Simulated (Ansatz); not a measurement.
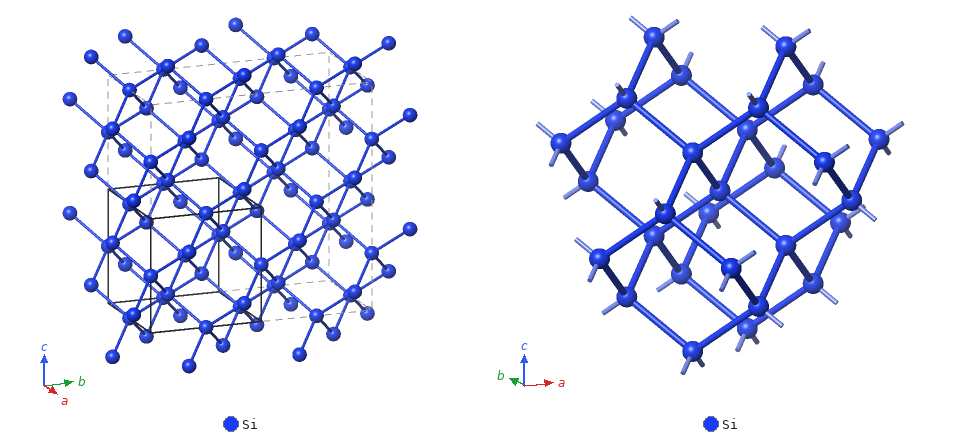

Left: the structure. Right: its underlying net. Nodes are coloured by element. Short stubs are edges that leave the cut-out.

Si (space group Fd-3m, No. 227): the input geometry of an electronic-structure calculation (not necessarily at equilibrium); the starting structure was generated, so it need not be a known form of this composition.

Bonds are taken as Si–Si below 2.7 Å. Simplification: prune 0- and 1-connected atoms, fold 2-connected ones into links.

The result is a uninodal 4-connected, three-periodic net: Si is a 4-connected node. It is the dia net, known from diamond, zinc blende and cristobalite. It is a single net, without interpenetration.

```tsv
node	links	point symbol	coordination sequence
Si	4	6^6	4 12 24 42
```
